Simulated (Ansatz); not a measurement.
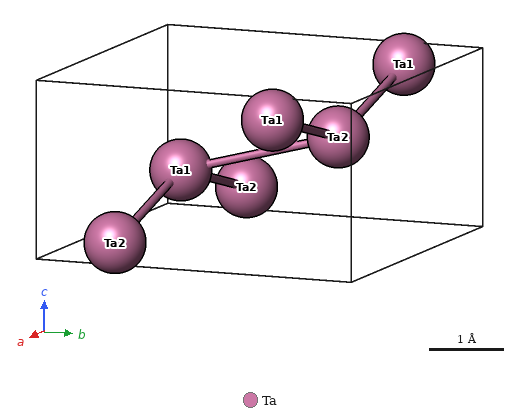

Fig. 1: The starting structure (ball-and-stick view of the cell 2 times as large as that of the calculation, set on its symmetry axes, seen slightly off an axis; atoms are numbered from 1 in the order of the input).

## Geometry relaxation of Ta (part 1 of 2)

Ta (2 atoms in the cell), computed with DFT, PBE, PAW with Ansatz's default frozen-core files, scalar-relativistic, no spin polarisation (Ansatz 0.2.0).

Its volume is 0.68 times that of the source entry. It belongs to a series of runs on one base structure; here: shape and atoms relaxed at 0.68 of the volume. Figures and captions count atoms from 1; the log counts them from 0 in places.

## What the program printed
```
Engine: ansatz 0.2.0, aarch64-unknown-linux-gnu
Pseudopotentials: kind: paw
Pseudopotential: Ta, paw, valence charge 13, recommended cutoff 420 eV (normal), Ta.paw.azcp
Functional definition: PBE
  parameter kappa = 0.804
  parameter beta = 0.06672455060314922
  exchange = pbe_x(kappa = kappa, mu = beta*pi^2/3)
  correlation = pbe_c(beta = beta)
Crystal: 2 atoms, lattice volume = 26.770 Å³
Basis set: ecut = 420 eV, 509 PW (Γ), exchange–correlation on 48×48×48 points (8 copies of the dense FFT grid, shifted against one another)
Bands: 17, of which v1, the nominal top of the filled ones, is band 13 counted from 1 (12 counted from 0)
Symmetry: 16 space group operations
Space group: I41/amd (ITA 141), of the structure as read, at distance tolerance 3.0e-5 Å
k-points: 405 of 4913
Non-local potential: Ta, projectors of the file, l = 0: 3, l = 1: 2, l = 2: 2, l = 3: 1
PAW form: soft (Blöchl's): semilocal exchange-correlation on the pseudo side does not see the compensation charge
PAW one-centre angular grid: Ta, 590 points (default); XC on 64 Gauss nodes
Initial density: superposition of atomic densities (neutral atoms: chi_scale 0, normalization atom), corrected by the library's trained network
Initial wavefunctions: pseudopotential atomic-orbital guess
Functional: x = pbe(κ = 0.804, μ = 0.2195149727645171), c = pbe(β = 0.06672455060314922)
SCF iter   1: F=—  HF=-19859.379753 eV  |F-HF|=—  |Δ(HF+E_count)|=         —  Δρ=3.26e-2  dr2=1.52e-1  ethr=1.77e-3  ⟨swp⟩=5.4  Hψ=34473  notcnv=0
preconditioner: auto → none  [metal: Δε(μ)=0.003 eV  Ē_g=6.441 eV  σ=0.100 eV  W_gap=0.01  n_scr=8 (ndim 8)  ℏωp=22.7 eV  f_vac=0.000  D(μ)=1.63/eV (n_scr^D=16)  sad-step TF]
SCF iter   2: F=—  HF=-19859.348465 eV  |F-HF|=—  |Δ(HF+E_count)|=   3.13e-2  Δρ=1.93e-2  dr2=5.72e-2  ethr=5.86e-4  ⟨swp⟩=1.0  Hψ=10125  notcnv=0
SCF iter   3: F=—  HF=-19859.329779 eV  |F-HF|=—  |Δ(HF+E_count)|=   1.87e-2  Δρ=9.99e-4  dr2=1.20e-4  ethr=2.20e-4  ⟨swp⟩=2.1  Hψ=8992  notcnv=0
SCF iter   4: F=—  HF=-19859.329714 eV  |F-HF|=—  |Δ(HF+E_count)|=   6.47e-5  Δρ=1.48e-4  dr2=2.97e-6  ethr=4.62e-7  ⟨swp⟩=2.1  Hψ=11587  notcnv=0
SCF iter   5: F=—  HF=-19859.329713 eV  |F-HF|=—  |Δ(HF+E_count)|=   9.64e-7  Δρ=9.16e-6  dr2=1.25e-8  ethr=1.14e-8  ⟨swp⟩=2.6  Hψ=12446  notcnv=0
SCF iter   6: F=-19859.329713 eV  HF=-19859.329713 eV  |F-HF|=1.27e-10  |Δ(HF+E_count)|=  8.15e-10  Δρ=2.45e-6  dr2=5.68e-10  ethr=4.80e-11  ⟨swp⟩=5.9  Hψ=40399  notcnv=0
SCF 1 converged in 6 iterations: F = -19859.329713 eV  dr2 = 5.68e-10
  greatest PAW one-centre occupation: 1.000 electrons in one spin orbital (limit 2), on the Ta atom at site 1 (counted from 0), in its partial waves of l = 0
relax step   1: F+E_penalty+E_count = -19859.32971320 eV  Δ(F+E_penalty+E_count) = +0.000e0 eV  max|allowed force component| = 1.388e-17 eV/Å  Δτ_max = 0.0000 Å  P = +128.193 GPa  Ω = 26.770 Å³  fix = [volume]  reactions: volume +128.193 GPa  (6 SCF iters, dr2 threshold 1.00e-7 eV, accepted)
Basis set: ecut = 420 eV, 533 PW (Γ), exchange–correlation on 48×48×48 points (8 copies of the dense FFT grid, shifted against one another)
Initial density: handed on by an earlier stage of this run
Initial wavefunctions: those handed on with the density
iter 1 solved again at ethr=1.63e-5 eV; its pass at ethr=3.10e-3 eV (dr2=4.24e-3 eV) is discarded
SCF iter   1: F=—  HF=-19859.349576 eV  |F-HF|=—  |Δ(HF+E_count)|=         —  Δρ=4.11e-3  dr2=4.18e-3  ethr=1.63e-5  ⟨swp⟩=1.5  Hψ=46909  notcnv=0
preconditioner: auto → none  [metal: Δε(μ)=0.004 eV  Ē_g=6.487 eV  σ=0.100 eV  W_gap=0.01  n_scr=4 (ndim 8)  ℏωp=22.7 eV  f_vac=0.000  D(μ)=1.59/eV (n_scr^D=16)]
SCF iter   2: F=—  HF=-19859.348035 eV  |F-HF|=—  |Δ(HF+E_count)|=   1.54e-3  Δρ=1.39e-3  dr2=3.37e-4  ethr=1.61e-5  ⟨swp⟩=2.4  Hψ=9834  notcnv=0
SCF iter   3: F=—  HF=-19859.347936 eV  |F-HF|=—  |Δ(HF+E_count)|=   9.87e-5  Δρ=2.69e-4  dr2=4.42e-6  ethr=1.29e-6  ⟨swp⟩=2.5  Hψ=10323  notcnv=0
SCF iter   4: F=—  HF=-19859.347934 eV  |F-HF|=—  |Δ(HF+E_count)|=   1.73e-6  Δρ=1.12e-5  dr2=8.54e-9  ethr=1.70e-8  ⟨swp⟩=2.5  Hψ=12272  notcnv=0
iter 5 did not close the SCF: its close was put off for the readings that it lacked (scf_convergence_deferred on its scf_iter line)
SCF iter   5: F=-19859.347934 eV  HF=-19859.347934 eV  |F-HF|=1.09e-11  |Δ(HF+E_count)|=   6.47e-9  Δρ=9.62e-7  dr2=1.01e-10  ethr=3.28e-11  ⟨swp⟩=2.5  Hψ=9384  notcnv=0
SCF iter   6: F=-19859.347934 eV  HF=-19859.347934 eV  |F-HF|=0.00e0  |Δ(HF+E_count)|=  1.82e-11  Δρ=6.04e-8  dr2=7.54e-13  ethr=1.00e-12  ⟨swp⟩=5.0  Hψ=32895  notcnv=0
SCF 2 converged in 6 iterations: F = -19859.347934 eV  dr2 = 7.54e-13
relax step   2: F+E_penalty+E_count = -19859.34793408 eV  Δ(F+E_penalty+E_count) = -1.822e-2 eV  max|allowed force component| = 6.939e-18 eV/Å  Δτ_max = 0.0000 Å  P = +127.625 GPa  Ω = 26.770 Å³  energy of the carried Pulay correction = -3.268e-5 eV  fix = [volume]  reactions: volume +127.625 GPa  (6 SCF iters, dr2 threshold 2.00e-7 eV, accepted)
iter 1 solved again at ethr=7.35e-8 eV; its pass at ethr=3.10e-3 eV (dr2=1.91e-5 eV) is discarded
SCF iter   1: F=—  HF=-19859.348160 eV  |F-HF|=—  |Δ(HF+E_count)|=         —  Δρ=3.81e-4  dr2=3.59e-5  ethr=7.35e-8  ⟨swp⟩=2.9  Hψ=43994  notcnv=0
eigensolver tolerance schedule calibrated: the retry pair's looser diagonalisation under-reported the residual by θ = 0.47 (0.10/decade); ethr = c·dr2/N_el runs at the constant in force after the calibration composes with the one it found (an armed cap, an earlier calibration), c = 9.8e-2
preconditioner: auto → none  [metal: Δε(μ)=0.006 eV  Ē_g=6.488 eV  σ=0.100 eV  W_gap=0.01  n_scr=4 (ndim 8)  ℏωp=22.7 eV  f_vac=0.000  D(μ)=1.61/eV (n_scr^D=16)]
SCF iter   2: F=—  HF=-19859.348145 eV  |F-HF|=—  |Δ(HF+E_count)|=   1.52e-5  Δρ=1.28e-4  dr2=2.82e-6  ethr=7.35e-8  ⟨swp⟩=2.6  Hψ=11091  notcnv=0
iter 3 did not close the SCF: its close was put off for the readings that it lacked (scf_convergence_deferred on its scf_iter line)
SCF iter   3: F=-19859.348144 eV  HF=-19859.348144 eV  |F-HF|=6.90e-9  |Δ(HF+E_count)|=   8.40e-7  Δρ=2.51e-5  dr2=3.90e-8  ethr=1.06e-8  ⟨swp⟩=2.3  Hψ=9621  notcnv=0
iter 4 did not close the SCF: its close was put off for the readings that it lacked (scf_convergence_deferred on its scf_iter line)
SCF iter   4: F=-19859.348144 eV  HF=-19859.348144 eV  |F-HF|=4.00e-11  |Δ(HF+E_count)|=   7.63e-9  Δρ=1.15e-6  dr2=1.04e-10  ethr=1.47e-10  ⟨swp⟩=2.4  Hψ=11825  notcnv=0
iter 5 did not close the SCF: its close was put off for the readings that it lacked (scf_convergence_deferred on its scf_iter line)
SCF iter   5: F=-19859.348144 eV  HF=-19859.348144 eV  |F-HF|=7.28e-12  |Δ(HF+E_count)|=  5.09e-11  Δρ=1.31e-7  dr2=2.09e-12  ethr=1.00e-12  ⟨swp⟩=1.5  Hψ=8429  notcnv=0
SCF iter   6: F=-19859.348144 eV  HF=-19859.348144 eV  |F-HF|=1.82e-11  |Δ(HF+E_count)|=  7.28e-12  Δρ=2.35e-8  dr2=6.35e-14  ethr=1.00e-12  ⟨swp⟩=4.2  Hψ=28290  notcnv=0
SCF 3 converged in 6 iterations: F = -19859.348144 eV  dr2 = 6.35e-14
relax step   3: F+E_penalty+E_count = -19859.34814427 eV  Δ(F+E_penalty+E_count) = -2.102e-4 eV  max|allowed force component| = 3.469e-18 eV/Å  Δτ_max = 0.0000 Å  P = +127.654 GPa  Ω = 26.770 Å³  energy of the carried Pulay correction = -2.957e-5 eV  fix = [volume]  reactions: volume +127.654 GPa  (6 SCF iters, dr2 threshold 2.00e-7 eV, accepted)
Initial wavefunctions: pseudopotential atomic-orbital guess (no wavefunctions were taken with the density)
iter 1 solved again at ethr=1.61e-8 eV; its pass at ethr=3.10e-3 eV (dr2=4.19e-6 eV) is discarded
SCF iter   1: F=—  HF=-19859.348212 eV  |F-HF|=—  |Δ(HF+E_count)|=         —  Δρ=2.50e-4  dr2=4.14e-7  ethr=1.61e-8  ⟨swp⟩=3.5  Hψ=53344  notcnv=0
preconditioner: auto → none  [metal: Δε(μ)=0.005 eV  Ē_g=6.488 eV  σ=0.100 eV  W_gap=0.01  n_scr=4 (ndim 8)  ℏωp=22.7 eV  f_vac=0.000  D(μ)=1.61/eV (n_scr^D=16)]
SCF iter   2: F=—  HF=-19859.348225 eV  |F-HF|=—  |Δ(HF+E_count)|=   1.29e-5  Δρ=1.25e-4  dr2=1.02e-7  ethr=1.59e-9  ⟨swp⟩=1.1  Hψ=6927  notcnv=0
iter 3 did not close the SCF: its close was put off for the readings that it lacked (scf_convergence_deferred on its scf_iter line)
SCF iter   3: F=-19859.348230 eV  HF=-19859.348230 eV  |F-HF|=2.00e-10  |Δ(HF+E_count)|=   4.99e-6  Δρ=1.10e-6  dr2=5.55e-11  ethr=3.93e-10  ⟨swp⟩=1.6  Hψ=7703  notcnv=0
iter 4 did not close the SCF: its close was put off for the readings that it lacked (scf_convergence_deferred on its scf_iter line)
SCF iter   4: F=-19859.348230 eV  HF=-19859.348230 eV  |F-HF|=1.09e-11  |Δ(HF+E_count)|=  1.86e-10  Δρ=1.39e-7  dr2=2.32e-12  ethr=1.00e-12  ⟨swp⟩=2.5  Hψ=12009  notcnv=0
iter 5 did not close the SCF: its close was put off for the readings that it lacked (scf_convergence_deferred on its scf_iter line)
SCF iter   5: F=-19859.348230 eV  HF=-19859.348230 eV  |F-HF|=3.64e-12  |Δ(HF+E_count)|=  1.82e-11  Δρ=2.80e-8  dr2=9.99e-14  ethr=1.00e-12  ⟨swp⟩=1.0  Hψ=6885  notcnv=0
iter 6 did not close the SCF: its close was put off for the readings that it lacked (scf_convergence_deferred on its scf_iter line)
SCF iter   6: F=-19859.348230 eV  HF=-19859.348230 eV  |F-HF|=1.46e-11  |Δ(HF+E_count)|=  7.28e-12  Δρ=7.42e-9  dr2=4.49e-15  ethr=1.00e-12  ⟨swp⟩=1.0  Hψ=6885  notcnv=0
SCF iter   7: F=-19859.348230 eV  HF=-19859.348230 eV  |F-HF|=1.46e-11  |Δ(HF+E_count)|=  1.82e-11  Δρ=1.87e-9  dr2=9.47e-16  ethr=1.00e-12  ⟨swp⟩=3.1  Hψ=22387  notcnv=0
SCF 4 converged in 7 iterations: F = -19859.348230 eV  dr2 = 9.47e-16
relax step   4: F+E_penalty+E_count = -19859.34822980 eV  Δ(F+E_penalty+E_count) = -8.552e-5 eV  max|allowed force component| = 2.082e-17 eV/Å  Δτ_max = 0.0000 Å  P = +127.656 GPa  Ω = 26.770 Å³  fix = [volume]  reactions: volume +127.656 GPa  stress off target by 5.94e-3 GPa on what of the cell is left free  SCF on the basis re-selected at this cell (its energy is not comparable with the rows above)  (7 SCF iters)
```

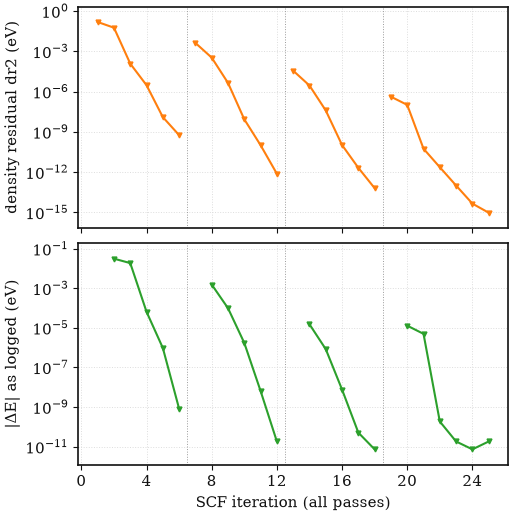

Fig. 2: Convergence of the self-consistent field: density residual dr2 and size of the energy change against the SCF iteration. The dotted lines part the SCF passes of the relaxation: geometry steps, rejected trials and re-solves on a re-selected basis. The passes take 6, 6, 6 and 7 iterations.

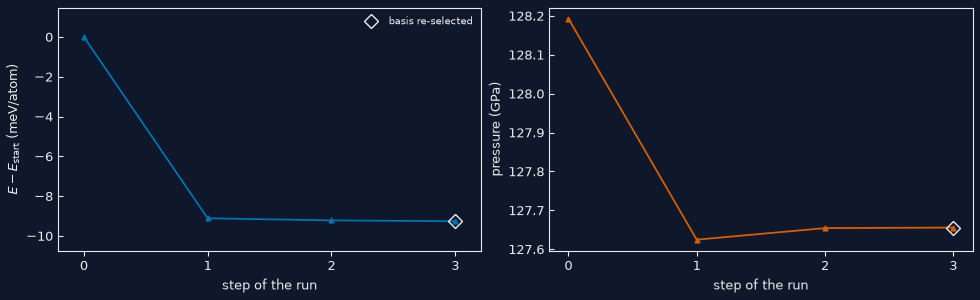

Fig. 3: Progress of the relaxation, step by step (the first geometry is step 0 here and step 1 in the log).

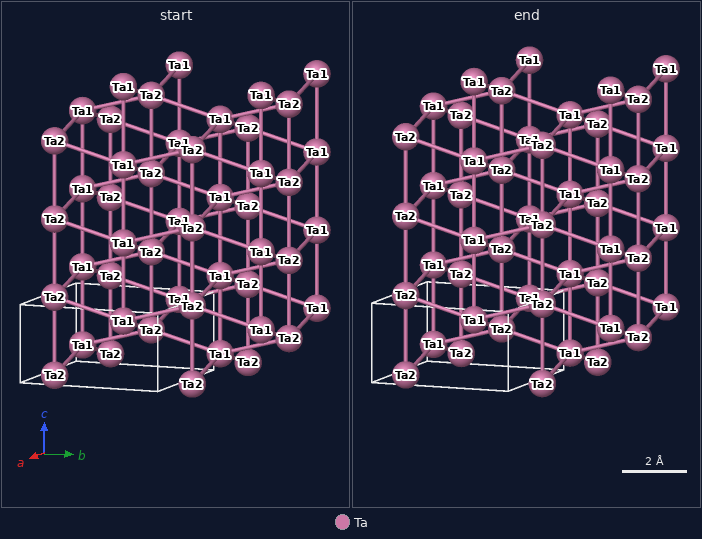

Fig. 4: Before (left) and after (right) the relaxation, at one scale (ball-and-stick view of the cell 2 times as large as that of the calculation, set on its symmetry axes, repeated 1 × 2 × 4, seen slightly off an axis). The energy falls by 9.2 meV per atom in 2 geometry steps. All forces vanish by symmetry, so only the cell relaxes. Pressure: 128.19 GPa at the start and 127.66 GPa at the end. The atoms keep their places relative to the cell (all moves are under 0.005 Å). The drawn cell changes at constant volume: a = b 4.651 → 4.614 Å (−0.8 %), c 2.475 → 2.515 Å (+1.6 %). Among the contacts that change: Ta1–Ta1 2.475 → 2.515 Å, Ta1–Ta2 2.406 → 2.391 Å. The space group stays I4_1/amd (No. 141). A last SCF at the same geometry on a re-selected plane-wave basis shifts the energy by next to nothing (0.0 meV per atom). (Atoms are counted from 1 in the order of the input.)
